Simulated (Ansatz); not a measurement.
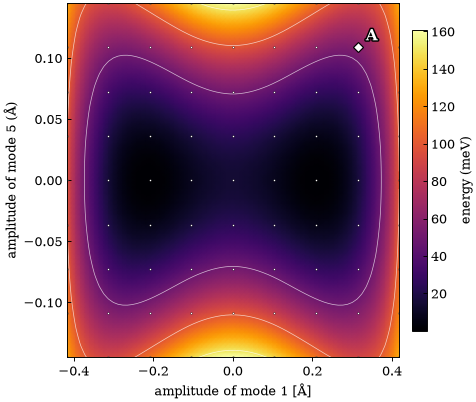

Cu (I4/mmm, No. 139; 2 atoms in the cell). The energy is mapped over two normal modes frozen in (zone-centre modes of the 2-atom cell of this scan, which folds in the wave vector (0, 0, 1/2) of the primitive cell). First axis: amplitude of mode 1 (54i cm⁻¹), largest displacement. Second axis: amplitude of mode 5 (174 cm⁻¹), largest displacement. Nothing is relaxed (the cell and all other modes fixed). The scan uses a 9 × 9 grid; 25 points were computed and 56 follow by symmetry. Points are written as (first, second). Energies are in meV per cell, from the lowest grid point. The calculation used Ansatz, DFT LDA, scalar-relativistic, plane waves, PAW. Settings: cutoff 520 eV, k-mesh 20×20×12 in the order of the run's cell vectors, gaussian smearing 0.15 eV, no spin polarisation.

In the figure: a smooth colour map with a few white contour lines, dots at the grid points, the point A. Between grid points the surface is interpolated.

**Which way does the force act at A, and how strong is it?**

A, at (0.314 Å, 0.109 Å), is not a stationary point. The computed force is 194 meV for each Å towards smaller values of the first coordinate and 770 meV for each Å towards smaller values of the second coordinate.

PAW datasets: the set soft_1.
